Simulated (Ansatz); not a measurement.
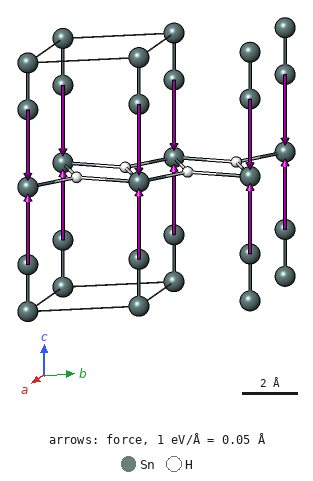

Starting geometry of crystalline Sn₂H (a generated structure, set up in P6/mmm) (coarse preliminary run) with the computed forces as purple arrows. A ball-and-stick model of the cell of the calculation, repeated 1 × 2 × 1 with one cell outlined, seen slightly off an axis.

All numbers below come from Ansatz, DFT PBE, scalar-relativistic, plane waves, PAW. Set-up: plane-wave cutoff 420 eV; k-point mesh 6 × 6 × 2; occupations gaussian; smearing width 0.1 eV; no spin polarisation; cell and atoms relaxed; force threshold 0.04 eV/Å; at most 70 steps.

Is this structure relaxed? If not, where do the atoms go?

Answer. It isn't relaxed: the largest force vector, on Sn atoms, is 53.44 eV/Å. The atoms end up moving mostly along the starting forces (cosine between the two patterns 1.00). The largest moves relative to the cell, 0.87 Å, are those of Sn atoms. H stays in place. The drawn cell changes as follows: a = b 4.141 → 3.479 Å (−16.0 %), c 9.308 → 12.552 Å (+34.8 %); the volume changes by −4.9 %. Some distances before and after: Sn–Sn 1.754 → 3.238 Å, Sn–Sn 4.141 → 3.479 Å, H–Sn 2.391 → 2.008 Å, Sn–Sn 2.900 → 3.038 Å. The space group stays P6/mmm (No. 191). The energy falls by 4861 meV per atom in 12 accepted moves (14 points after the start). The largest force component goes from 53 to 0.0069 eV/Å. Pressure: 71.32 GPa at the start and −0.11 GPa at the end. The SCF was repeated twice at an unchanged geometry on a basis and grid sized afresh for the cell, which shifted the energy by 21.9 meV per atom at most.
